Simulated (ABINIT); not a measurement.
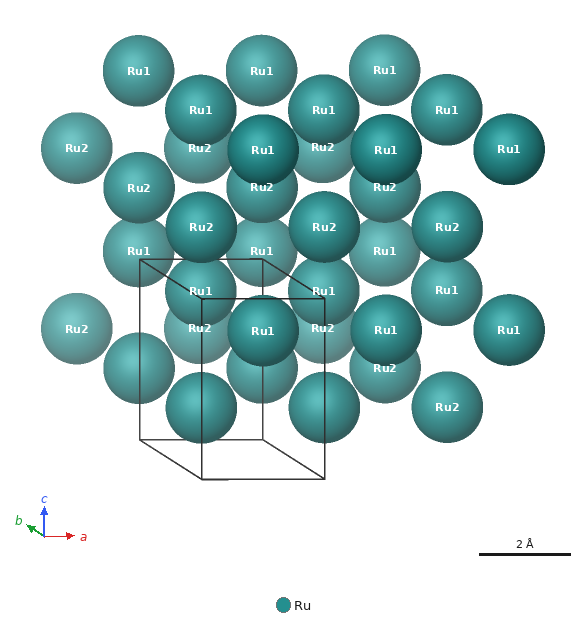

**Figure 1.** The structure as given in the input (spheres-only view of the cell of the calculation, repeated 3 × 3 × 2, seen at an oblique angle; atoms are numbered from 1 in the order of the input).

Positron calculation of Ru (part 1 of 2)

- system: Ru (P6₃/mmc, 2 atoms in the cell)
- method: Kohn-Sham DFT of a periodic cell, PBEsol, JTH PAW PBE v2.0, no spin polarisation (ABINIT 10.8.3)

The structure derives from an entry of the Crystallography Open Database.

Input file:
```
# Datasets
ndtset 2

# Pseudopotentials
pp_dirpath "./"
pseudos "Ru.GGA_PBE-JTH.xml"

# Structure
acell 3*1.0
rprim
     5.1132209480     0.0000000000     0.0000000000
    -2.5566104740     4.4281792362     0.0000000000
     0.0000000000     0.0000000000     8.0916182930
ntypat 1
znucl 44
natom 2
typat 1 1
xred
            2/3            1/3            3/4
            1/3            2/3            1/4

# Plane-wave basis
ecut 353.748021 eV
pawecutdg 26.0

# Exchange and correlation
ixc -116133

# SCF cycle
nstep 80

# Output
iomode 3
prteig 0
prtebands 0
prtwf 0

# Dataset 1: electrons
kptopt1 1
ngkpt1 8 8 4
nshiftk1 1
shiftk1 0.0 0.0 0.0
nband1 20
occopt1 3
tsmear1 0.136 eV
tolvrs1 1.0e-10
prtden1 1

# Dataset 2: positron in the electrons' density
positron2 1
ixcpositron2 3
getden2 1
kptopt2 0
nkpt2 1
kpt2 0.0 0.0 0.0
nband2 1
occopt2 2
occ2 1.0
posocc2 1.0
toldfe2 1.0e-9
optforces2 0
optstress2 0
prtden2 0
```

Machine: 1 thread of Intel Xeon @ 2.70GHz, 189 GiB of memory available, shared host.

Run as:
```bash
abinit run.abi > log 2>&1
```

What the program printed:
```
.Version 10.8.3 of ABINIT
 DATASET    1 : space group P6_3/m m c (#194); Bravais hP (primitive hexag.)
================================================================================
 Values of the parameters that define the memory need for DATASET  1.
     intxc =       0    ionmov =       0      iscf =      17    lmnmax =      18
     lnmax =       6     mgfft =      30  mpssoang =       3    mqgrid =    3001
     natom =       2  nloc_mem =       2    nspden =       1   nspinor =       1
    nsppol =       1      nsym =      24    n1xccc =       1    ntypat =       1
    occopt =       3   xclevel =       2
       mpw =         417          nfft =        9720          nkpt =          30
 PAW method is used; the additional fine FFT grid is defined by:
   mgfftf=        40    nfftf =     23040
================================================================================
================================================================================

 DATASET    2 : space group P6_3/m m c (#194); Bravais hP (primitive hexag.)
================================================================================
 Values of the parameters that define the memory need for DATASET  2.
     intxc =       0    ionmov =       0      iscf =      17    lmnmax =      18
     lnmax =       6     mgfft =      30  mpssoang =       3    mqgrid =    3001
     natom =       2  nloc_mem =       2    nspden =       1   nspinor =       1
    nsppol =       1      nsym =      24    n1xccc =       1    ntypat =       1
    occopt =       2   xclevel =       2
       mpw =         196          nfft =        9720          nkpt =           1
 PAW method is used; the additional fine FFT grid is defined by:
   mgfftf=        40    nfftf =     23040
================================================================================
================================================================================

--------------------------------------------------------------------------------
------------- Echo of variables that govern the present computation ------------
--------------------------------------------------------------------------------
 -outvars: echo values of preprocessed input variables --------
            acell      1.0000000000E+00  1.0000000000E+00  1.0000000000E+00 Bohr
              amu      1.01070000E+02
             ecut      1.30000000E+01 Hartree
           getden1          0
           getden2          1
              ixc     -116133
      ixcpositron1          1
      ixcpositron2          3
           jdtset        1    2
           kptopt1          1
           kptopt2          0
         kptrlatt        8    0    0      0    8    0      0    0    4
          kptrlen1     3.23664732E+01
          kptrlen2     3.00000000E+01
            natom           2
            nband1         20
            nband2          1
           ndtset           2
            ngfft          18      18      30
          ngfftdg          24      24      40
             nkpt1         30
             nkpt2          1
            nstep          80
             nsym          24
           ntypat           1
           occopt1          3
           occopt2          2
        optforces1          2
        optforces2          0
        optstress1          1
        optstress2          0
        pawecutdg      2.60000000E+01 Hartree
         positron1          0
         positron2          1
           prtden1          1
           prtden2          0
        prtebands           0
           prteig           0
            prtwf           0
            rprim      5.1132209480E+00  0.0000000000E+00  0.0000000000E+00
                      -2.5566104740E+00  4.4281792362E+00  0.0000000000E+00
                       0.0000000000E+00  0.0000000000E+00  8.0916182930E+00
           shiftk1     0.00000000E+00  0.00000000E+00  0.00000000E+00
           shiftk2     5.00000000E-01  5.00000000E-01  5.00000000E-01
          spgroup         194
           toldfe1     0.00000000E+00 Hartree
           toldfe2     1.00000000E-09 Hartree
           tolvrs1     1.00000000E-10
           tolvrs2     0.00000000E+00
           tsmear1     4.99790782E-03 Hartree
           tsmear2     1.00000000E-02 Hartree
            typat      1  1
           useylm           1
           xangst      1.3528999991E+00  7.8109717867E-01  3.2114249978E+00
                      -5.0067357633E-17  1.5621943573E+00  1.0704749993E+00
            xcart      2.5566104740E+00  1.4760597454E+00  6.0687137198E+00
                      -9.4613593774E-17  2.9521194908E+00  2.0229045733E+00
             xred      6.6666666667E-01  3.3333333333E-01  7.5000000000E-01
                       3.3333333333E-01  6.6666666667E-01  2.5000000000E-01
            znucl       44.00000

================================================================================

 chkinp: Checking input parameters for consistency, jdtset=   1.

 chkinp: Checking input parameters for consistency, jdtset=   2.

================================================================================
== DATASET  1 ==================================================================

--- !DatasetInfo
iteration_state: {dtset: 1, }
dimensions: {natom: 2, nkpt: 30, mband: 20, nsppol: 1, nspinor: 1, nspden: 1, mpw: 417, }
cutoff_energies: {ecut:  13.0, pawecutdg:  26.0, }
electrons: {nelect:   3.20000000E+01, charge:   0.00000000E+00, occopt:   3.00000000E+00, tsmear:   4.99790782E-03, }
meta: {optdriver: 0, ionmov: 0, optcell: 0, iscf: 17, paral_kgb: 0, }
...

 Real(R)+Recip(G) space primitive vectors, cartesian coordinates (Bohr,Bohr^-1):
 R(1)=  5.1132209  0.0000000  0.0000000  G(1)=  0.1955714  0.1129132  0.0000000
 R(2)= -2.5566105  4.4281792  0.0000000  G(2)=  0.0000000  0.2258265  0.0000000
 R(3)=  0.0000000  0.0000000  8.0916183  G(3)=  0.0000000  0.0000000  0.1235847
 Unit cell volume ucvol=  1.8321252E+02 bohr^3
 Angles (23,13,12)=  9.00000000E+01  9.00000000E+01  1.20000000E+02 degrees

 Coarse grid specifications (used for wave-functions):

 getcut: wavevector=  0.0000  0.0000  0.0000  ngfft=  18  18  30
         ecut(hartree)=     13.000   => boxcut(ratio)=   2.17337

 Fine grid specifications (used for densities):

 getcut: wavevector=  0.0000  0.0000  0.0000  ngfft=  24  24  40
         ecut(hartree)=     26.000   => boxcut(ratio)=   2.04487

--- Pseudopotential description ------------------------------------------------
- pspini: atom type   1  psp file is ./Ru.GGA_PBE-JTH.xml
 Pseudopotential format is: paw10
 basis_size (lnmax)=  6 (lmn_size= 18), orbitals=   0   0   1   1   2   2
 Spheres core radius: rc_sph= 2.21046734
 Shapefunction is SIN type: shapef(r)=[sin(pi*r/rshp)/(pi*r/rshp)]**2
 Radius for shape functions =  2.00219127
 Compensation charge density is not taken into account in XC energy/potential

   2.05817936E+03                                ecore*ucvol(ha*bohr**3)
--------------------------------------------------------------------------------

================================================================================

--- !BeginCycle
iteration_state: {dtset: 1, }
solver: {iscf: 17, nstep: 80, nline: 4, wfoptalg: 10, }
tolerances: {tolvrs: 1.00E-10, }
...

     iter   Etot(hartree)      deltaE(h)  residm     nres2
 ETOT  1  -190.07254392170    -1.901E+02 3.576E+00 5.213E+00
 ETOT  2  -191.37596933039    -1.303E+00 7.622E-02 8.008E-01
 ETOT  3  -191.37283875198     3.131E-03 8.487E-03 2.904E-01
 ETOT  4  -191.37133244697     1.506E-03 2.235E-03 2.273E-03
 ETOT  5  -191.37141859844    -8.615E-05 5.663E-03 1.490E-03
 ETOT  6  -191.37140863499     9.963E-06 5.843E-03 2.778E-05
 ETOT  7  -191.37140911243    -4.774E-07 1.960E-03 2.879E-06
 ETOT  8  -191.37140909966     1.277E-08 1.519E-03 2.000E-07
 ETOT  9  -191.37140909832     1.341E-09 4.083E-04 5.189E-10
 ETOT 10  -191.37140909837    -5.696E-11 2.886E-04 5.290E-11

 At SCF step   10       nres2   =  5.29E-11 < tolvrs=  1.00E-10 =>converged.

 Cartesian components of stress tensor (hartree/bohr^3)
  sigma(1 1)=  1.99433595E-04  sigma(3 2)=  0.00000000E+00
  sigma(2 2)=  1.99433593E-04  sigma(3 1)=  0.00000000E+00
  sigma(3 3)=  2.04893231E-04  sigma(2 1)=  0.00000000E+00

--- !ResultsGS
iteration_state: {dtset: 1, }
comment   : Summary of ground state results
lattice_vectors:
- [  5.1132209,   0.0000000,   0.0000000, ]
- [ -2.5566105,   4.4281792,   0.0000000, ]
- [  0.0000000,   0.0000000,   8.0916183, ]
lattice_lengths: [   5.11322,    5.11322,    8.09162, ]
lattice_angles: [ 90.000,  90.000, 120.000, ] # degrees, (23, 13, 12)
lattice_volume:   1.8321252E+02
convergence: {deltae: -5.696E-11, res2:  5.290E-11, residm:  2.886E-04, diffor: null, }
etotal    :  -1.91371409E+02
entropy   :   0.00000000E+00
fermie    :   5.24041565E-01
cartesian_stress_tensor: # hartree/bohr^3
- [  1.99433595E-04,   0.00000000E+00,   0.00000000E+00, ]
- [  0.00000000E+00,   1.99433593E-04,   0.00000000E+00, ]
- [  0.00000000E+00,   0.00000000E+00,   2.04893231E-04, ]
pressure_GPa:  -5.9211E+00
xred      :
- [  6.6667E-01,   3.3333E-01,   7.5000E-01, Ru]
- [  3.3333E-01,   6.6667E-01,   2.5000E-01, Ru]
cartesian_forces: # hartree/bohr
- [  3.15962707E-28,   1.82421154E-28,  -0.00000000E+00, ]
- [ -3.15962707E-28,  -1.82421154E-28,  -0.00000000E+00, ]
force_length_stats: {min:   3.64842308E-28, max:   3.64842308E-28, mean:   3.64842308E-28, }
...

 Integrated electronic density in atomic spheres:
 ------------------------------------------------
 Atom  Sphere_radius  Integrated_density
    1        2.21047         13.70799699
    2        2.21047         13.70799699

================================================================================

 ----iterations are completed or convergence reached----

 Mean square residual over all n,k,spin=   54.375E-08; max=  28.861E-05
 reduced coordinates (array xred) for    2 atoms
       0.666666666667      0.333333333333      0.750000000000
       0.333333333333      0.666666666667      0.250000000000
 rms dE/dt=  9.3276E-28; max dE/dt=  1.6156E-27; dE/dt below (all hartree)
    1      -0.000000000000      0.000000000000      0.000000000000
    2       0.000000000000      0.000000000000      0.000000000000

 cartesian coordinates (angstrom) at end:
    1      1.35289999907889     0.78109717866706     3.21142499780741
    2     -0.00000000000000     1.56219435733412     1.07047499926914

 cartesian forces (hartree/bohr) at end:
    1      0.00000000000000     0.00000000000000    -0.00000000000000
    2     -0.00000000000000    -0.00000000000000    -0.00000000000000
 frms,max,avg= 2.1064180E-28 3.1596271E-28   0.000E+00  0.000E+00  0.000E+00 h/b

 cartesian forces (eV/Angstrom) at end:
    1      0.00000000000000     0.00000000000000    -0.00000000000000
    2     -0.00000000000000    -0.00000000000000    -0.00000000000000
 frms,max,avg= 1.0831637E-26 1.6247456E-26   0.000E+00  0.000E+00  0.000E+00 e/A
 length scales=  1.000000000000  1.000000000000  1.000000000000 bohr
              =  0.529177210544  0.529177210544  0.529177210544 angstroms
 Fermi (or HOMO) energy (hartree) =   0.52404   Average Vxc (hartree)=  -0.49102
 Eigenvalues (hartree) for nkpt=  30  k points:
 kpt#   1, nband= 20, wtk=  0.00391, kpt=  0.0000  0.0000  0.0000 (reduced coord)
  -2.16123   -2.15366   -1.07808   -1.04298   -1.04298   -1.03666   -1.03666   -1.03572
   0.22754    0.29443    0.42844    0.42844    0.43464    0.45373    0.45373    0.47270
   0.47270    0.56751    0.56751    0.57193
      occupation numbers for kpt#   1
   2.00000    2.00000    2.00000    2.00000    2.00000    2.00000    2.00000    2.00000
   2.00000    2.00000    2.00000    2.00000    2.00000    2.00000    2.00000    1.99993
   1.99993    0.00033    0.00033    0.00014
 prteigrs : prtvol=0 or 1, do not print more k-points.
```
